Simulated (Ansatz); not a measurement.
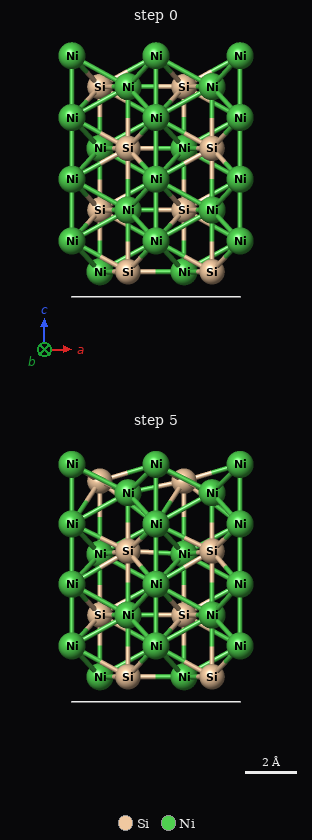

The structure of a slab of composition SiNi2 (cut from the P6_3/mmc phase) before (top) and after (bottom) a constrained relaxation, at one scale.

A ball-and-stick model of the 2 × 1 repeat of the cell, outlined in the plane, without the vacuum, seen along the b axis.

Case: clean slab, lower half held. The slab is the (0 0 1) face of SiNi2. 6 atoms are held fixed.

Computed with Ansatz 0.2.0, DFT PBEsol, scalar-relativistic, plane waves, PAW. Set-up: plane-wave cutoff 420 eV; k-point mesh 9 × 9 × 1; occupations gaussian; smearing width 0.1 eV; no spin polarisation; dipole correction; atoms relaxed in a fixed cell; force threshold 0.03 eV/Å; at most 70 steps.

### What changed between the two?

The atom that moves furthest is a Si atom (0.42 Å along the normal (+c)). By element the largest moves are Si 0.42 Å, Ni 0.15 Å. The cell doesn't change. Near-neighbour distances that change, for instance: Ni–Si 2.458 → 2.907 Å, Ni–Si 2.549 → 2.810 Å, Ni–Si 2.549 → 2.330 Å, Ni–Si 2.458 → 2.326 Å. Over 5 geometry steps the energy falls by 0.346 eV per cell of the calculation. The largest force component goes from 1.3 to 0.021 eV/Å.

Limits of the set-up: an element that often carries a moment was run without spin polarisation.
